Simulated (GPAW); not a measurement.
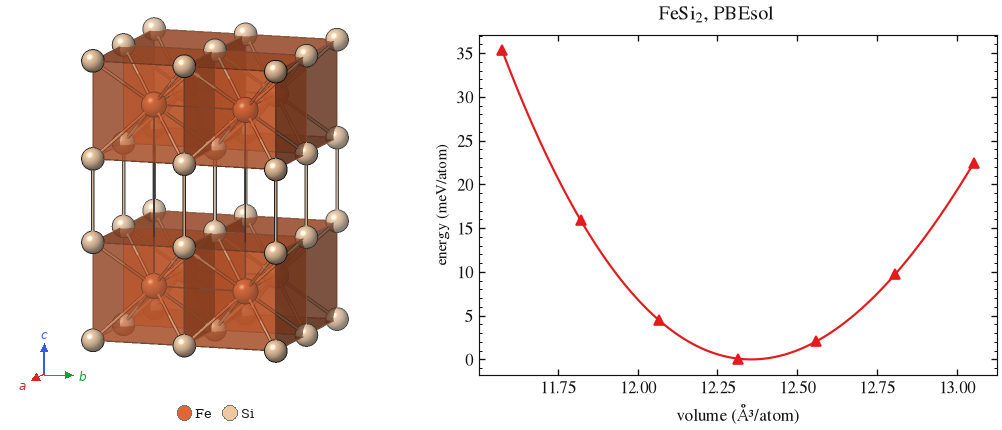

The figure shows the energy against volume for FeSi₂, space group P4/mmm (No. 123). The conventional cell is drawn beside the plot.

Structure:
```
Fe Si
1.0
     2.68400    0.00000    0.00000
     0.00000    2.68400    0.00000
     0.00000    0.00000    5.12800
Fe Si
1 2
Cartesian
  0.0000 0.0000 0.0000
  1.3420 1.3420 3.7434
  1.3420 1.3420 1.3846
```

Method: PAW DFT in plane waves, on a grid or in atomic orbitals, collinear spins; energies at scaled volumes of the given cell, shape and fractions fixed, counted from the fit's minimum, third-order Birch-Murnaghan fit (GPAW 26.7.0). Level: PBEsol, collinear spin.

k mesh 10×10×5; occupations Fermi–Dirac; smearing width 0.05 eV; potentials PAW data sets made by gpaw setup for the functional; wave cutoff 600 eV; program settings basis pw.

From this curve and the settings, what does the calculation give for the pressure and cell moment at the same points?

The pressure falls from 15.30 GPa at volume 11.57 Å³/atom to −9.81 GPa at 13.05 Å³/atom, and changes sign near 12.35 Å³/atom. The cell moment rises from 0.00 μB at volume 11.57 Å³/atom to 0.08 μB at 13.05 Å³/atom.

```csv
volume (Å³/atom),pressure (GPa),cell moment (μB)
11.57,15.30,0.00
11.82,9.87,0.00
12.07,5.00,0.00
12.31,0.63,0.00
12.56,-3.29,0.00
12.81,-6.76,0.04
13.05,-9.81,0.08
```

Limits of the calculation: shape and atomic fractions are frozen while scaling, which makes layered, chain and framework solids too stiff.
